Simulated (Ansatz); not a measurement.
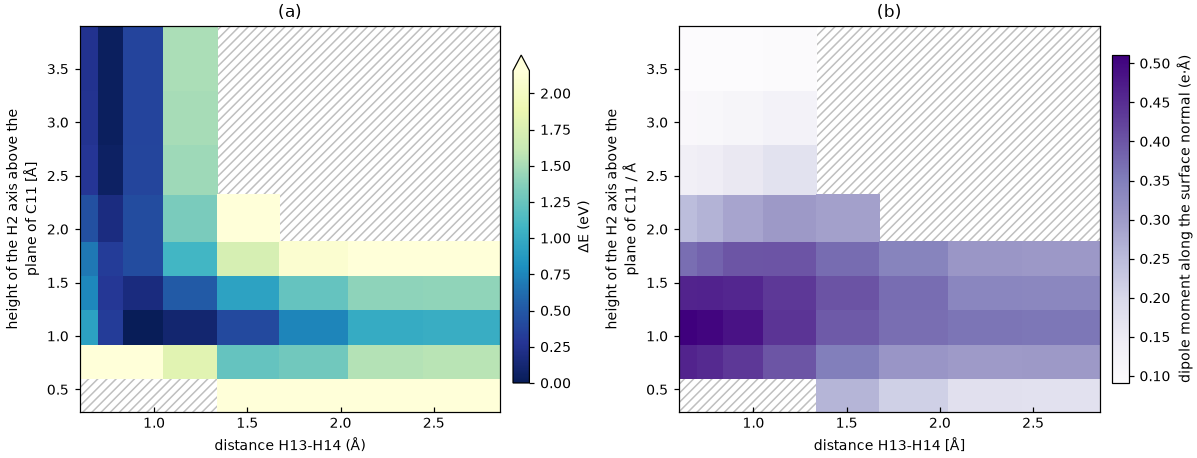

H₂ on a C(100) slab cut from the P6/mmm phase, its upper half relaxed before the scan (12 atoms of substrate and one adsorbate in a 2 × 1 cell). H2 lies flat over one site of a rigid substrate while its bond length and height are varied; it sits over a top site over C11, heights counted from the top plane, its axis along the first surface vector. The first coordinate is: distance H13-H14; the second: height of the H2 axis above the plane of C11. Grid: 8 × 9 points. At 19 points there is no value (left out: too close to the surface, or the stretched molecule far from it). Points are written as (first, second). Energies are in eV, from the lowest grid point. Computed with DFT PBE, scalar-relativistic, plane waves, PAW in Ansatz. Settings: cutoff 420 eV, k-mesh 6×3×1, gaussian smearing 0.1 eV, no spin polarisation.

Panel (a) is the energy and panel (b) the computed dipole moment along the surface normal on the same grid.

In the figure: one coloured cell a grid point, one colour for all values above the top of the scale, hatched blanks where no value was computed.

### How does the dipole moment along the surface normal vary over the map, and what is it at the lowest grid point?

Leaving out the highest fifth of the energies, it runs from 0.09 e·Å at (0.650 Å, 3.60 Å) to 0.51 e·Å at (0.650 Å, 1.09 Å). At the lowest grid point, (0.919 Å, 1.09 Å), it is 0.48 e·Å.

PAW datasets: the set soft_1.
